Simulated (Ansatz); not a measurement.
System: AlO₂.

```cif
data_structure
_symmetry_space_group_name_H-M 'P 1'
_symmetry_Int_Tables_number 1
_cell_length_a 2.8257
_cell_length_b 9.4774
_cell_length_c 3.5251
_cell_angle_alpha 90.000
_cell_angle_beta 90.000
_cell_angle_gamma 90.000
_cell_volume 94.40
loop_
_atom_site_label
_atom_site_type_symbol
_atom_site_fract_x
_atom_site_fract_y
_atom_site_fract_z
_atom_site_occupancy
Al1 Al 0.00000 0.33942 0.75000 1
Al2 Al 0.50000 0.83942 0.75000 1
Al3 Al 0.00000 0.66058 0.25000 1
Al4 Al 0.50000 0.16058 0.25000 1
O1 O 0.00000 0.97441 0.75000 1
O2 O 0.50000 0.47441 0.75000 1
O3 O 0.00000 0.02559 0.25000 1
O4 O 0.50000 0.52559 0.25000 1
O5 O 0.00000 0.70226 0.75000 1
O6 O 0.50000 0.20226 0.75000 1
O7 O 0.00000 0.29774 0.25000 1
O8 O 0.50000 0.79774 0.25000 1
```

Space group Cmcm; a structure from a database of computed crystals, not necessarily the ambient phase; computed pressure about 20 GPa in this cell.

Method: Ansatz, Kohn-Sham DFT of a periodic cell, PBEsol, Ansatz PAW.

### What can the converged valence pseudo-density and electron localisation function tell about the bonding?

Al–O (1.81 Å): ρ at the midpoint is about 0.72 e/Å³; the ELF peaks at about 0.85 between the atoms.

### Does the calculation make it a metal, or give it a gap?

It is gapped, with a Kohn–Sham gap of 1.1 eV on the k-point mesh (the band edges may lie off the mesh, which would make the gap smaller).

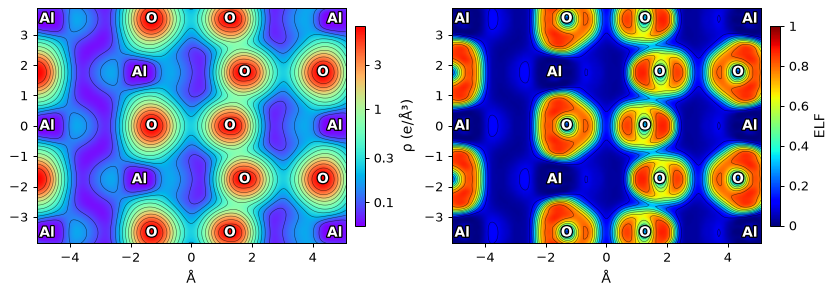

Computed valence pseudo-density and electron localisation function on the (100) plane of the conventional cell, in this order. 

Core electrons are frozen (PAW), and the valence fields are smoothed inside the atomic spheres.
